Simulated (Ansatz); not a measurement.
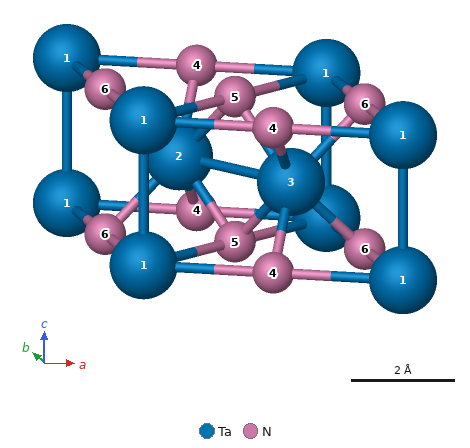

Fig. 1: The structure as given in the input (ball-and-stick view of the cell of the calculation, seen slightly off an axis; atoms are numbered from 1 in the order of the input). An atom can appear more than once, as a periodic image.

**Run report: TaN, geometry relaxation (part 1 of 2)**

TaN (P6/mmm, 6 atoms in the cell), computed with DFT PBE, scalar-relativistic, plane waves, PAW, no spin polarisation (Ansatz 0.2.0).

The structure derives from an entry of the Crystallography Open Database. Figures and captions count atoms from 1; the log counts them from 0 in places.

## Output
```
Engine: ansatz 0.2.0, x86_64-unknown-linux-gnu
Pseudopotentials: kind: paw
Pseudopotential: Ta, paw, valence charge 13, recommended cutoff 420 eV (normal), Ta.paw.azcp
Pseudopotential: N, paw, valence charge 5, recommended cutoff 420 eV (normal), N.paw.azcp
Functional definition: PBE
  parameter kappa = 0.804
  parameter beta = 0.06672455060314922
  exchange = pbe_x(kappa = kappa, mu = beta*pi^2/3)
  correlation = pbe_c(beta = beta)
Crystal: 6 atoms, lattice volume = 67.705 Å³
Basis set: ecut = 420 eV, 1287 PW (Γ), exchange–correlation on 72×72×40 points (8 copies of the dense FFT grid, shifted against one another)
Bands: 33, of which v1, the nominal top of the filled ones, is band 27 counted from 1 (26 counted from 0)
Symmetry: 24 space group operations
Space group: P6/mmm (ITA 191), of the structure as read, at distance tolerance 4.1e-5 Å
k-points: 35 of 288
Non-local potential: Ta, projectors of the file, l = 0: 3, l = 1: 2, l = 2: 2, l = 3: 1
Non-local potential: N, projectors of the file, l = 0: 2, l = 1: 2, l = 2: 1
PAW form: soft (Blöchl's): semilocal exchange-correlation on the pseudo side does not see the compensation charge
PAW one-centre angular grid: Ta, 590 points (default); XC on 64 Gauss nodes
PAW one-centre angular grid: N, 110 points (default); XC on 64 Gauss nodes
Initial density: superposition of atomic densities (neutral atoms: chi_scale 0, normalization atom), corrected by the library's trained network
Initial wavefunctions: pseudopotential atomic-orbital guess
Functional: x = pbe(κ = 0.804, μ = 0.2195149727645171), c = pbe(β = 0.06672455060314922)
SCF iter   1: F=—  HF=-30953.036499 eV  |F-HF|=—  |Δ(HF+E_count)|=         —  Δρ=9.82e-3  dr2=1.08e-1  ethr=1.77e-3  ⟨swp⟩=5.1  Hψ=4683  notcnv=0
preconditioner: auto → Kerker (q_TF=auto, 2.627 Å⁻¹)  [metal: Δε(μ)=0.037 eV  Ē_g=9.373 eV  σ=0.100 eV  W_gap=0.20  n_scr=26 (ndim 8)  ℏωp=24.7 eV  f_vac=0.000  D(μ)=1.12/eV (n_scr^D=6)]
SCF iter   2: F=—  HF=-30953.020108 eV  |F-HF|=—  |Δ(HF+E_count)|=   1.64e-2  Δρ=4.25e-3  dr2=1.68e-2  ethr=2.00e-4  ⟨swp⟩=1.2  Hψ=1443  notcnv=0  defer=2
SCF iter   3: F=—  HF=-30953.017768 eV  |F-HF|=—  |Δ(HF+E_count)|=   2.34e-3  Δρ=1.60e-3  dr2=1.87e-3  ethr=3.11e-5  ⟨swp⟩=2.0  Hψ=1229  notcnv=0  defer=2
SCF iter   4: F=—  HF=-30953.017479 eV  |F-HF|=—  |Δ(HF+E_count)|=   2.90e-4  Δρ=4.86e-4  dr2=2.13e-4  ethr=3.45e-6  ⟨swp⟩=2.0  Hψ=1505  notcnv=0  defer=2
SCF iter   5: F=—  HF=-30953.017440 eV  |F-HF|=—  |Δ(HF+E_count)|=   3.86e-5  Δρ=1.54e-4  dr2=9.65e-6  ethr=3.94e-7  ⟨swp⟩=2.0  Hψ=1619  notcnv=0  defer=2
SCF iter   6: F=—  HF=-30953.017440 eV  |F-HF|=—  |Δ(HF+E_count)|=   3.66e-7  Δρ=2.27e-5  dr2=4.32e-7  ethr=1.79e-8  ⟨swp⟩=2.8  Hψ=2016  notcnv=0  defer=2
SCF iter   7: F=-30953.017440 eV  HF=-30953.017440 eV  |F-HF|=6.66e-9  |Δ(HF+E_count)|=   3.80e-8  Δρ=3.50e-6  dr2=1.14e-8  ethr=1.85e-10  ⟨swp⟩=9.5  Hψ=4721  notcnv=0
SCF 1 converged in 7 iterations: F = -30953.017440 eV  dr2 = 1.14e-8
  greatest PAW one-centre occupation: 0.999 electrons in one spin orbital (limit 2), on the Ta atom at site 2 (counted from 0), in its partial waves of l = 0
relax step   1: F+E_penalty+E_count = -30953.01743973 eV  Δ(F+E_penalty+E_count) = +0.000e0 eV  max|allowed force component| = 3.701e-17 eV/Å  Δτ_max = 0.0000 Å  P = +10.349 GPa  Ω = 67.705 Å³  (7 SCF iters, dr2 threshold 1.00e-7 eV, accepted)
Crystal: 6 atoms, lattice volume = 71.147 Å³
Basis set: ecut = 420 eV, 1383 PW (Γ), exchange–correlation on 72×72×40 points (8 copies of the dense FFT grid, shifted against one another)
Initial density: handed on by an earlier stage of this run
Initial wavefunctions: those handed on with the density
iter 1 solved again at ethr=1.02e-4 eV; its pass at ethr=3.10e-3 eV (dr2=5.51e-2 eV) is discarded
SCF iter   1: F=—  HF=-30953.070892 eV  |F-HF|=—  |Δ(HF+E_count)|=         —  Δρ=8.26e-3  dr2=5.57e-2  ethr=1.02e-4  ⟨swp⟩=1.0  Hψ=6520  notcnv=0
preconditioner: auto → Kerker (q_TF=auto, 2.606 Å⁻¹)  [metal: Δε(μ)=0.056 eV  Ē_g=9.000 eV  σ=0.100 eV  W_gap=0.31  n_scr=26 (ndim 8)  ℏωp=24.1 eV  f_vac=0.000  D(μ)=1.23/eV (n_scr^D=6)]
SCF iter   2: F=—  HF=-30953.060386 eV  |F-HF|=—  |Δ(HF+E_count)|=   1.05e-2  Δρ=2.19e-3  dr2=2.25e-3  ethr=1.02e-4  ⟨swp⟩=2.0  Hψ=1632  notcnv=0
SCF iter   3: F=—  HF=-30953.060182 eV  |F-HF|=—  |Δ(HF+E_count)|=   2.04e-4  Δρ=1.19e-3  dr2=6.60e-4  ethr=4.17e-6  ⟨swp⟩=1.7  Hψ=1227  notcnv=0
SCF iter   4: F=—  HF=-30953.060102 eV  |F-HF|=—  |Δ(HF+E_count)|=   7.98e-5  Δρ=1.61e-4  dr2=1.24e-5  ethr=1.22e-6  ⟨swp⟩=3.0  Hψ=2091  notcnv=0
SCF iter   5: F=—  HF=-30953.060105 eV  |F-HF|=—  |Δ(HF+E_count)|=   3.04e-6  Δρ=4.77e-5  dr2=1.75e-6  ethr=2.31e-8  ⟨swp⟩=2.1  Hψ=1554  notcnv=0
SCF iter   6: F=-30953.060105 eV  HF=-30953.060105 eV  |F-HF|=3.76e-8  |Δ(HF+E_count)|=   1.28e-7  Δρ=9.98e-6  dr2=8.19e-8  ethr=1.11e-9  ⟨swp⟩=7.0  Hψ=4797  notcnv=0
SCF 2 converged in 6 iterations: F = -30953.060105 eV  dr2 = 8.19e-8
relax step   2: F+E_penalty+E_count = -30953.06010480 eV  Δ(F+E_penalty+E_count) = -4.267e-2 eV  max|allowed force component| = 3.701e-17 eV/Å  Δτ_max = 0.0000 Å  P = -3.870 GPa  Ω = 71.147 Å³  energy of the carried Pulay correction = -9.802e-3 eV  (6 SCF iters, dr2 threshold 6.00e-7 eV, accepted)
Crystal: 6 atoms, lattice volume = 70.082 Å³
Basis set: ecut = 420 eV, 1347 PW (Γ), exchange–correlation on 72×72×40 points (8 copies of the dense FFT grid, shifted against one another)
iter 1 solved again at ethr=9.60e-6 eV; its pass at ethr=3.10e-3 eV (dr2=5.19e-3 eV) is discarded
SCF iter   1: F=—  HF=-30953.083427 eV  |F-HF|=—  |Δ(HF+E_count)|=         —  Δρ=2.47e-3  dr2=5.66e-3  ethr=9.60e-6  ⟨swp⟩=1.8  Hψ=6240  notcnv=0
preconditioner: auto → Kerker (q_TF=auto, 2.612 Å⁻¹)  [metal: Δε(μ)=0.034 eV  Ē_g=9.133 eV  σ=0.100 eV  W_gap=0.19  n_scr=26 (ndim 8)  ℏωp=24.3 eV  f_vac=0.000  D(μ)=1.27/eV (n_scr^D=6)]
SCF iter   2: F=—  HF=-30953.082468 eV  |F-HF|=—  |Δ(HF+E_count)|=   9.60e-4  Δρ=7.44e-4  dr2=2.58e-4  ethr=9.60e-6  ⟨swp⟩=2.0  Hψ=1597  notcnv=0
SCF iter   3: F=—  HF=-30953.082429 eV  |F-HF|=—  |Δ(HF+E_count)|=   3.89e-5  Δρ=3.86e-4  dr2=6.04e-5  ethr=4.77e-7  ⟨swp⟩=1.8  Hψ=1198  notcnv=0
SCF iter   4: F=—  HF=-30953.082424 eV  |F-HF|=—  |Δ(HF+E_count)|=   4.52e-6  Δρ=6.53e-5  dr2=2.41e-6  ethr=1.12e-7  ⟨swp⟩=2.4  Hψ=1823  notcnv=0
SCF iter   5: F=-30953.082424 eV  HF=-30953.082424 eV  |F-HF|=5.98e-8  |Δ(HF+E_count)|=   1.81e-8  Δρ=2.11e-5  dr2=2.73e-7  ethr=1.11e-9  ⟨swp⟩=7.1  Hψ=4789  notcnv=0
the search or the solves at the SCF's close seem to have found levels that the self-consistency loop had missed (the run counts 1). By its estimate they hold under 1e-12 electrons; where the run keeps them, the occupations were computed again with them
SCF 3 converged in 5 iterations: F = -30953.082424 eV  dr2 = 2.73e-7
relax step   3: F+E_penalty+E_count = -30953.08242419 eV  Δ(F+E_penalty+E_count) = -2.232e-2 eV  max|allowed force component| = 1.110e-16 eV/Å  Δτ_max = 0.0000 Å  P = -0.323 GPa  Ω = 70.082 Å³  energy of the carried Pulay correction = -6.794e-3 eV  (5 SCF iters, dr2 threshold 6.00e-7 eV, accepted)
Crystal: 6 atoms, lattice volume = 70.015 Å³
iter 1 solved again at ethr=4.07e-8 eV; its pass at ethr=3.10e-3 eV (dr2=2.20e-5 eV) is discarded
SCF iter   1: F=—  HF=-30953.082715 eV  |F-HF|=—  |Δ(HF+E_count)|=         —  Δρ=1.82e-4  dr2=2.13e-5  ethr=4.07e-8  ⟨swp⟩=2.0  Hψ=5708  notcnv=0
preconditioner: auto → Kerker (q_TF=auto, 2.613 Å⁻¹)  [metal: Δε(μ)=0.020 eV  Ē_g=9.128 eV  σ=0.100 eV  W_gap=0.11  n_scr=26 (ndim 8)  ℏωp=24.3 eV  f_vac=0.000  D(μ)=1.28/eV (n_scr^D=6)]
SCF iter   2: F=—  HF=-30953.082697 eV  |F-HF|=—  |Δ(HF+E_count)|=   1.81e-5  Δρ=5.99e-5  dr2=2.61e-6  ethr=3.95e-8  ⟨swp⟩=2.0  Hψ=1631  notcnv=0
SCF iter   3: F=—  HF=-30953.082696 eV  |F-HF|=—  |Δ(HF+E_count)|=   4.75e-7  Δρ=3.09e-5  dr2=7.01e-7  ethr=1.11e-9  ⟨swp⟩=5.1  Hψ=4246  notcnv=0
SCF iter   4: F=-30953.082696 eV  HF=-30953.082696 eV  |F-HF|=6.92e-9  |Δ(HF+E_count)|=   1.82e-7  Δρ=5.02e-6  dr2=2.02e-8  ethr=1.11e-9  ⟨swp⟩=5.1  Hψ=4422  notcnv=0
SCF 4 converged in 4 iterations: F = -30953.082696 eV  dr2 = 2.02e-8
relax step   4: F+E_penalty+E_count = -30953.08269617 eV  Δ(F+E_penalty+E_count) = -2.720e-4 eV  max|allowed force component| = 3.701e-17 eV/Å  Δτ_max = 0.0000 Å  P = -0.002 GPa  Ω = 70.015 Å³  energy of the carried Pulay correction = -6.609e-3 eV  (4 SCF iters, dr2 threshold 6.00e-7 eV, accepted)
Initial wavefunctions: pseudopotential atomic-orbital guess (no wavefunctions were taken with the density)
iter 1 solved again at ethr=8.71e-8 eV; its pass at ethr=3.10e-3 eV (dr2=4.70e-5 eV) is discarded
SCF iter   1: F=—  HF=-30953.090599 eV  |F-HF|=—  |Δ(HF+E_count)|=         —  Δρ=3.94e-4  dr2=6.92e-6  ethr=8.71e-8  ⟨swp⟩=3.1  Hψ=7657  notcnv=0
preconditioner: auto → Kerker (q_TF=auto, 2.613 Å⁻¹)  [metal: Δε(μ)=0.020 eV  Ē_g=9.127 eV  σ=0.100 eV  W_gap=0.11  n_scr=26 (ndim 8)  ℏωp=24.3 eV  f_vac=0.000  D(μ)=1.28/eV (n_scr^D=6)]
SCF iter   2: F=—  HF=-30953.090740 eV  |F-HF|=—  |Δ(HF+E_count)|=   1.41e-4  Δρ=2.00e-4  dr2=1.58e-6  ethr=1.28e-8  ⟨swp⟩=2.0  Hψ=1634  notcnv=0
SCF iter   3: F=—  HF=-30953.090795 eV  |F-HF|=—  |Δ(HF+E_count)|=   5.46e-5  Δρ=4.78e-5  dr2=1.13e-7  ethr=2.92e-9  ⟨swp⟩=2.0  Hψ=1499  notcnv=0
SCF iter   4: F=-30953.090798 eV  HF=-30953.090798 eV  |F-HF|=7.26e-9  |Δ(HF+E_count)|=   2.78e-6  Δρ=3.07e-6  dr2=1.69e-9  ethr=1.11e-11  ⟨swp⟩=3.5  Hψ=4939  notcnv=0
SCF 5 converged in 4 iterations: F = -30953.090798 eV  dr2 = 1.69e-9
relax step   5: F+E_penalty+E_count = -30953.09079759 eV  Δ(F+E_penalty+E_count) = -8.101e-3 eV  max|allowed force component| = 9.252e-18 eV/Å  Δτ_max = 0.0000 Å  P = +0.169 GPa  Ω = 70.015 Å³  stress off target by 1.95e-1 GPa  SCF on the basis re-selected at this cell (its energy is not comparable with the rows above)  (4 SCF iters)
```

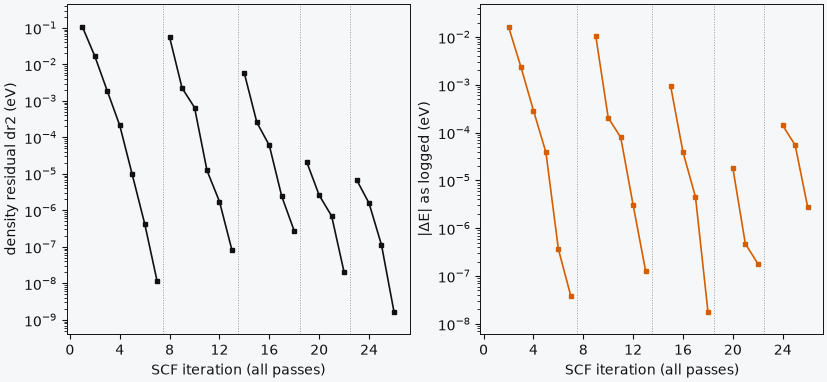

Fig. 2: Convergence of the self-consistent field: density residual dr2 and size of the energy change against the SCF iteration. The dotted lines part the SCF passes of the relaxation: geometry steps, rejected trials and re-solves on a re-selected basis. The 5 passes take 4 to 7 iterations each, 26 in all.

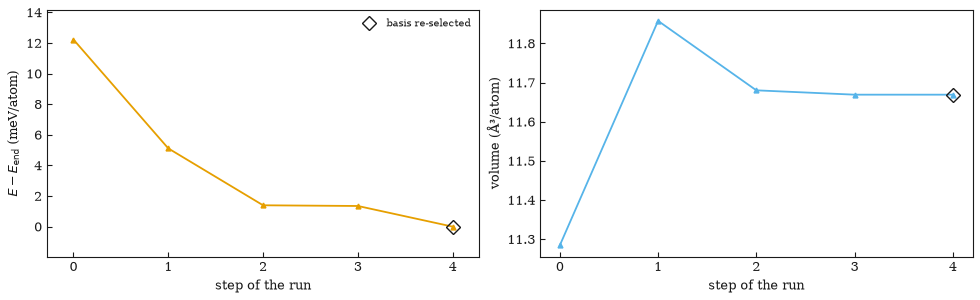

Fig. 3: Progress of the relaxation, step by step (the first geometry is step 0 here and step 1 in the log).
